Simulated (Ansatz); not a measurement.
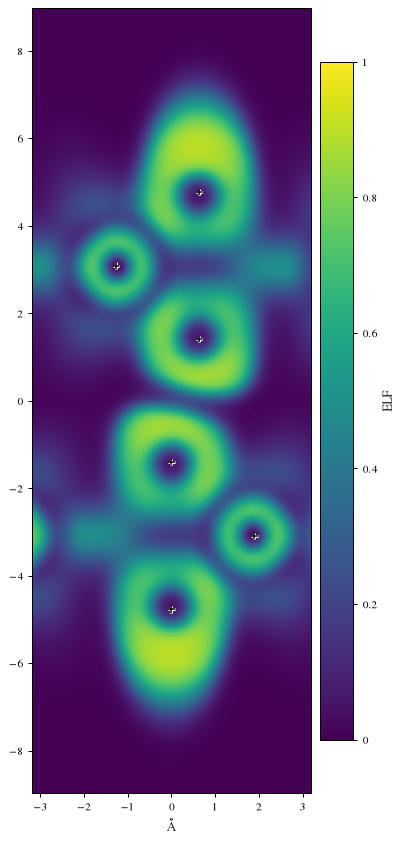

The ELF on a plane through atoms (crosses mark nuclei in the plane).

The calculation used DFT PBE+D3(BJ), scalar-relativistic, plane waves, PAW in Ansatz.

Candidates:
A. InSe (slab), a = 4.03 Å, b = 4.03 Å, c = 28.27 Å, α = 90.00°, β = 90.00°, γ = 120.00°. A point of a scan over the structure, not its minimum; PAW files of the earlier set (soft_1).
B. WSe₂ (slab), a = 3.29 Å, b = 3.29 Å, c = 24.24 Å, α = 90.00°, β = 90.00°, γ = 120.00°. A point of a scan over the structure, not its minimum; not relaxed (largest force 1.0 eV/Å); PAW files of the earlier set (soft_1).

**Which system is this?**

Candidate B: WSe₂ on the (110) plane of the calculation cell, a cut from vacuum to vacuum, which holds Se and W. W–Se (2.54 Å): the ELF is about 0.50 at the midpoint.
